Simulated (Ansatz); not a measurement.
## Run report: Ti3Al, geometry relaxation (part 2 of 2)

The same run, continued: Ti3Al (4 atoms in the cell); DFT PBE, scalar-relativistic, plane waves, PAW, PAW set soft_1, no spin polarisation (Ansatz 0.2.0); cutoff 520 eV, 18×18×6 k-mesh, Gaussian smearing of 0.1 eV. The structure derives from a Materials Project entry.

Geometry of the input (Å; fractional positions):
```
2.9275  0.0000  0.0000
-1.4638  2.5353  0.0000
0.0000  0.0000  9.2264
Ti 0.6667  0.3333  0.0000
Ti 0.3333  0.6667  0.7506
Ti 0.3333  0.6667  0.2494
Al 0.6667  0.3333  0.5000
```

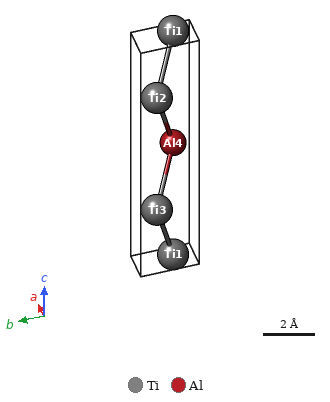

Figure 1. The geometry at step 2 of the log (ball-and-stick view of the cell of the calculation, seen at an oblique angle; atoms are numbered from 1 in the order of the input).

### Output, continued
```
SCF iter   1: F=—  HF=-8037.040849 eV  |F-HF|=—  |Δ(HF+E_count)|=         —  Δρ=5.24e-4  dr2=1.53e-3  ethr=3.93e-6  ⟨swp⟩=1.0  Hψ=17684  notcnv=0
preconditioner: auto → Kerker (q_TF=auto, 2.483 Å⁻¹)  [metal: Δε(μ)=0.003 eV  Ē_g=2.901 eV  σ=0.100 eV  W_gap=0.02  n_scr=12 (ndim 8)  ℏωp=17.4 eV  f_vac=0.000  D(μ)=3.67/eV (n_scr^D=38)]
SCF iter   2: F=—  HF=-8037.040802 eV  |F-HF|=—  |Δ(HF+E_count)|=   4.63e-5  Δρ=2.21e-4  dr2=3.88e-4  ethr=3.92e-6  ⟨swp⟩=1.0  Hψ=3552  notcnv=0
SCF iter   3: F=—  HF=-8037.040781 eV  |F-HF|=—  |Δ(HF+E_count)|=   2.10e-5  Δρ=4.18e-5  dr2=1.05e-5  ethr=9.96e-7  ⟨swp⟩=1.0  Hψ=3554  notcnv=0
SCF iter   4: F=—  HF=-8037.040760 eV  |F-HF|=—  |Δ(HF+E_count)|=   2.17e-5  Δρ=9.69e-6  dr2=7.50e-8  ethr=2.69e-8  ⟨swp⟩=1.9  Hψ=4379  notcnv=0
SCF iter   5: F=—  HF=-8037.040765 eV  |F-HF|=—  |Δ(HF+E_count)|=   5.37e-6  Δρ=2.91e-6  dr2=8.49e-9  ethr=1.92e-10  ⟨swp⟩=2.0  Hψ=4684  notcnv=0
SCF iter   6: F=—  HF=-8037.040765 eV  |F-HF|=—  |Δ(HF+E_count)|=   1.55e-9  Δρ=8.99e-7  dr2=7.36e-10  ethr=2.18e-11  ⟨swp⟩=2.0  Hψ=4664  notcnv=0
SCF iter   7: F=—  HF=-8037.040765 eV  |F-HF|=—  |Δ(HF+E_count)|=  1.74e-10  Δρ=2.15e-7  dr2=5.61e-11  ethr=1.89e-12  ⟨swp⟩=3.0  Hψ=6639  notcnv=0
SCF iter   8: F=-8037.040765 eV  HF=-8037.040765 eV  |F-HF|=9.09e-13  |Δ(HF+E_count)|=  6.37e-12  Δρ=4.53e-8  dr2=2.47e-12  ethr=1.00e-12  ⟨swp⟩=4.9  Hψ=13438  notcnv=0
SCF 3 converged in 8 iterations: F = -8037.040765 eV  dr2 = 2.47e-12
relax step   3: F+E_penalty+E_count = -8037.04076501 eV  Δ(F+E_penalty+E_count) = -9.420e-5 eV  max|allowed force component| = 8.201e-4 eV/Å  Δτ_max = 0.0013 Å  P = -0.004 GPa  Ω = 68.622 Å³  energy of the carried Pulay correction = -2.106e-5 eV  (8 SCF iters, accepted)
Initial wavefunctions: pseudopotential atomic-orbital guess (no wavefunctions were taken with the density)
iter 1 solved again at ethr=1.10e-7 eV; its pass at ethr=3.10e-3 eV (dr2=4.30e-5 eV) is discarded
SCF iter   1: F=—  HF=-8037.040800 eV  |F-HF|=—  |Δ(HF+E_count)|=         —  Δρ=6.48e-6  dr2=8.78e-10  ethr=1.10e-7  ⟨swp⟩=3.0  Hψ=22708  notcnv=0
eigensolver tolerance schedule: the retry pair's looser diagonalisation over-reported the residual by 48944.82 of it (diagonalisation noise at an unbounded share of the residual, at the tolerance the schedule requests for it); recorded, not acted on — ethr = c·dr2/N_el stays at c = 1.0e-1
preconditioner: auto → Kerker (q_TF=auto, 2.483 Å⁻¹)  [metal: Δε(μ)=0.009 eV  Ē_g=2.903 eV  σ=0.100 eV  W_gap=0.05  n_scr=12 (ndim 8)  ℏωp=17.4 eV  f_vac=0.000  D(μ)=3.66/eV (n_scr^D=38)]
SCF iter   2: F=—  HF=-8037.040787 eV  |F-HF|=—  |Δ(HF+E_count)|=   1.24e-5  Δρ=3.28e-6  dr2=1.95e-10  ethr=2.25e-12  ⟨swp⟩=3.0  Hψ=7250  notcnv=0
iter 3 did not close the SCF: its close was put off for the readings that it lacked (scf_convergence_deferred on its scf_iter line)
SCF iter   3: F=-8037.040787 eV  HF=-8037.040787 eV  |F-HF|=2.27e-9  |Δ(HF+E_count)|=   1.64e-8  Δρ=1.15e-6  dr2=2.64e-11  ethr=1.00e-12  ⟨swp⟩=1.0  Hψ=3552  notcnv=0
iter 4 did not close the SCF: its close was put off for the readings that it lacked (scf_convergence_deferred on its scf_iter line)
SCF iter   4: F=-8037.040787 eV  HF=-8037.040787 eV  |F-HF|=9.09e-13  |Δ(HF+E_count)|=   2.28e-9  Δρ=3.05e-8  dr2=6.52e-13  ethr=1.00e-12  ⟨swp⟩=1.0  Hψ=3552  notcnv=0
iter 5 did not close the SCF: its close was put off for the readings that it lacked (scf_convergence_deferred on its scf_iter line)
SCF iter   5: F=-8037.040787 eV  HF=-8037.040787 eV  |F-HF|=9.09e-13  |Δ(HF+E_count)|=  9.09e-13  Δρ=1.18e-8  dr2=7.73e-14  ethr=1.00e-12  ⟨swp⟩=1.0  Hψ=3552  notcnv=0
iter 6 did not close the SCF: its close was put off for the readings that it lacked (scf_convergence_deferred on its scf_iter line)
SCF iter   6: F=-8037.040787 eV  HF=-8037.040787 eV  |F-HF|=1.82e-12  |Δ(HF+E_count)|=  1.82e-12  Δρ=4.55e-9  dr2=1.19e-14  ethr=1.00e-12  ⟨swp⟩=1.0  Hψ=3552  notcnv=0
SCF iter   7: F=-8037.040787 eV  HF=-8037.040787 eV  |F-HF|=0.00e0  |Δ(HF+E_count)|=    0.00e0  Δρ=1.89e-9  dr2=1.81e-15  ethr=1.00e-12  ⟨swp⟩=2.0  Hψ=10129  notcnv=0
SCF 4 converged in 7 iterations: F = -8037.040787 eV  dr2 = 1.81e-15
relax step   4: F+E_penalty+E_count = -8037.04078745 eV  Δ(F+E_penalty+E_count) = -2.244e-5 eV  max|allowed force component| = 8.222e-4 eV/Å  Δτ_max = 0.0000 Å  P = -0.004 GPa  Ω = 68.622 Å³  stress off target by 7.94e-3 GPa  SCF on the basis re-selected at this cell (its energy is not comparable with the rows above)  (7 SCF iters)
basis re-selected at this cell: Δ(F+E_penalty+E_count) = -2.244e-5 eV, ΔP = +0.000 GPa vs the last step (what re-selecting the basis moved, of the pressure what is left beyond the Pulay correction that the steps carried, after the strain that the cell walked since its last selection, with what the two solves' SCF thresholds leave and, on support functions, any second-order correction that the steps lacked; it is no measure of the basis error at this ecutwfc). This SCF's stress stands 7.94e-3 GPa from its target on what of the cell is left free (relax.cell.stress_tol is 5.00e-2 GPa) and its largest allowed force component is 8.22e-4 eV/Å (relax.f_tol is 5.00e-3 eV/Å): within both
SCF converged after 7 iterations
Free energy (F): -8037.040787 eV
Harris-Foulkes:  -8037.040787 eV  (|F-HF|=0.00e0)
Internal energy: -8037.022493 eV  (E = F + TS)
E sigma→0 (E₀):  -8037.031640 eV
Entropy (-TS):   -0.018295 eV (-4.574 meV/atom)
Fermi energy:    11.706446 eV
--- Per-component energies (eV) ---
  E_band       = -504.937968
  E_kinetic    = 864.349419
  E_local      = -3697.765429  (includes V_loc(G=0)·N_el)
  E_nonlocal   = 191.387056
  E_hartree    = 1563.463991
  E_xc         = -386.029110
  E_vxc        = -465.340746  (∫ρ·V_xc dr)
  E_paw        = -3595.622797  (= ΣΔE_a)
  E_vpaw       = -524.496161  (= ΣTr[D̂ρ^β])
  E_aug_tail   = -0.000088  (compensation charges beyond the density's cutoff)
  E_ewald      = -2976.805535
  E_smearing   = -0.018295  (= −TS)
  E_closure    = 0.000000  (closes the sum)
  Σ components = -8037.040787   (vs F -8037.040787, Δ=0.00e0)
--- Forces (eV/Å), atoms counted from 1 ---
  atom   1  Ti    -0.00000000    -0.00000000    -0.00000000
  atom   2  Ti     0.00000000     0.00000000    -0.00082217
  atom   3  Ti     0.00000000     0.00000000     0.00082217
  atom   4  Al     0.00000000     0.00000000     0.00000000
  max |Σ_I F_I| component: 3.30e-17 eV/Å
--- Stress (GPa, compression-positive) ---
       -0.001856      -0.000000      -0.000000
       -0.000000      -0.001856       0.000000
       -0.000000       0.000000      -0.007936
  P = ⅓ Tr σ = -0.0039 GPa (-0.039 kbar)
--- Band table (eV; the first three rows and the last of 148) ---
  k-point 0: bands = ["-44.9873", "-44.9386", "-44.8815", "-21.5179", "-21.2688", "-20.9850", "-20.9497", "-20.9497", "-20.9092", "-20.9092", "-20.8725", "-20.8725", "3.3000", "6.6568", "6.9169", "9.2603", "10.9546", "12.1746", "12.4414", "12.5378", "12.5378", "12.6260", "12.6260", "12.9324"]
  k-point 1: bands = ["-44.9873", "-44.9386", "-44.8815", "-21.5182", "-21.2682", "-20.9853", "-20.9497", "-20.9497", "-20.9092", "-20.9092", "-20.8725", "-20.8725", "3.3098", "6.3374", "7.3329", "9.1769", "10.8887", "12.1625", "12.4524", "12.5386", "12.5386", "12.6241", "12.6241", "12.9348"]
  k-point 2: bands = ["-44.9872", "-44.9386", "-44.8815", "-21.5187", "-21.2671", "-20.9859", "-20.9497", "-20.9497", "-20.9092", "-20.9092", "-20.8725", "-20.8725", "3.3300", "6.0580", "7.8937", "8.9158", "10.7661", "12.1417", "12.4715", "12.5403", "12.5403", "12.6203", "12.6203", "12.9393"]
  k-point 147: bands = ["-44.8554", "-44.8553", "-44.8469", "-21.3760", "-21.3639", "-21.3257", "-21.2395", "-21.2364", "-21.1837", "-21.1510", "-21.0493", "-21.0342", "9.6561", "9.7711", "9.9882", "10.3949", "10.5380", "10.5431", "10.8221", "11.0576", "11.6392", "11.7411", "11.8013", "13.4431"]
--- Relaxed structure (3 steps of the walk, 2 accepted, 1 SCFs on fresh bases) ---
  F+E_penalty+E_count = -8037.04078745 eV   max|allowed force component| = 8.222e-4 eV/Å   (the final SCF, on the basis selected at the relaxed cell)
  cell:  # Å, volume = 68.6217 Å³
    - [2.929737537416676, -2.8889165283778603e-11, -7.096918577477983e-20]
    - [-1.4648687686833193, 2.5372271338381482, 3.548459288678323e-20]
    - [-2.23664544845588e-19, -2.316401752919795e-33, 9.231530853573044]
  atoms:
    - { symbol: Ti, position: [0.6666666666666666, 0.3333333333333333, -2.407412430484045e-35] }
    - { symbol: Ti, position: [0.33333333333333337, 0.6666666666666666, 0.7504575667781513] }
    - { symbol: Ti, position: [0.33333333333333337, 0.6666666666666666, 0.24954243322184844] }
    - { symbol: Al, position: [0.6666666666666666, 0.3333333333333333, 0.5] }
```

### Trajectory as extended XYZ (Å, eV, eV/Å), 4 frames, from step=1 to step=4
```
4
Lattice="2.9275 0.0000 0.0000 -1.4638 2.5353 0.0000 0.0000 0.0000 9.2264" Properties=species:S:1:pos:R:3:forces:R:3 step=1 energy=-8037.04067 pressure_GPa=0.23
Ti    1.4638    0.8451    0.0000    0.0000   0.0000   0.0000
Ti    0.0000    1.6902    6.9253    0.0000   0.0000  -0.0125
Ti    0.0000    1.6902    2.3011    0.0000   0.0000   0.0125
Al    1.4638    0.8451    4.6132    0.0000   0.0000   0.0000
4
Lattice="2.9325 0.0000 0.0000 -1.4662 2.5396 0.0000 0.0000 0.0000 9.2357" Properties=species:S:1:pos:R:3:forces:R:3 step=2 energy=-8037.04057 pressure_GPa=-0.26 accepted=F
Ti    1.4662    0.8465    0.0000    0.0000   0.0000   0.0000
Ti    0.0000    1.6931    6.9291    0.0000   0.0000   0.0167
Ti    0.0000    1.6931    2.3066    0.0000   0.0000  -0.0167
Al    1.4662    0.8465    4.6178    0.0000   0.0000   0.0000
4
Lattice="2.9297 0.0000 0.0000 -1.4649 2.5372 0.0000 0.0000 0.0000 9.2315" Properties=species:S:1:pos:R:3:forces:R:3 step=3 energy=-8037.04076 pressure_GPa=-0.00
Ti    1.4649    0.8457    0.0000    0.0000   0.0000   0.0000
Ti    0.0000    1.6915    6.9279    0.0000   0.0000  -0.0008
Ti    0.0000    1.6915    2.3037    0.0000   0.0000   0.0008
Al    1.4649    0.8457    4.6158    0.0000   0.0000   0.0000
4
Lattice="2.9297 0.0000 0.0000 -1.4649 2.5372 0.0000 0.0000 0.0000 9.2315" Properties=species:S:1:pos:R:3:forces:R:3 step=4 energy=-8037.04079 pressure_GPa=-0.00
Ti    1.4649    0.8457    0.0000    0.0000   0.0000   0.0000
Ti    0.0000    1.6915    6.9279    0.0000   0.0000  -0.0008
Ti    0.0000    1.6915    2.3037    0.0000   0.0000   0.0008
Al    1.4649    0.8457    4.6158    0.0000   0.0000   0.0000
```

### Results in brief

| quantity | value |
| --- | --- |
| outcome | converged |
| space group (tolerance 0.01 Å) | P-6m2 (187) |
| electrons treated | 39 |
| free energy | −8037.0408 eV |
| Fermi energy | 11.706 eV |
| gap on the k-point mesh | none (metallic) |
| pressure | 0.00 GPa |
| final volume | 68.62 Å³ |
| largest force (length of the vector) at the end | 0.001 eV/Å |
| final cell | a = 2.930 Å, b = 2.930 Å, c = 9.232 Å, α = 90.00°, β = 90.00°, γ = 120.00° |
| hardware | 4 threads of Intel Xeon @ 2.50GHz (Skylake/Cascade Lake), 12 GiB of memory available, shared host |
| wall time | 57 s (CPU time 3.2 min) |
| peak memory | 0.68 GiB |
